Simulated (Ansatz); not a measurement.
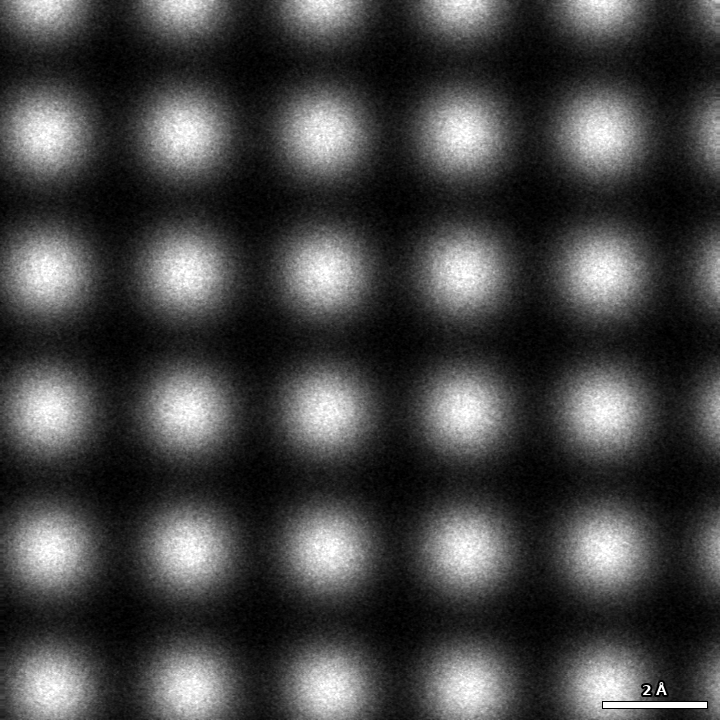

Z-contrast image of a crystal. The image is simulated as a sum over atoms of Z^1.6, blurred by a 1.30 Å probe (no channelling). The probe carries 15 % of its weight in a tail 2.5 times as wide. Shot noise and a slight drift were added.

Give the net of the columns and its spacings.

The pattern repeats on a square net with a repeat of 2.7 Å.

Which plane group does this projection have?

p4mm: fourfold points with mirror lines through them along the axes and the diagonals.

How many columns does the smallest repeating cell hold, and how many levels of brightness?

1 column in the primitive cell of 7.3 Å², all of one brightness.

The crystal is Al (Pm-3m, No. 221) seen along [001]. Model: the end point of a relaxation with DFT, PBEsol, plane waves (420 eV) with PAW, scalar-relativistic (Ansatz); the starting structure was generated, so it need not be a known form of this composition.
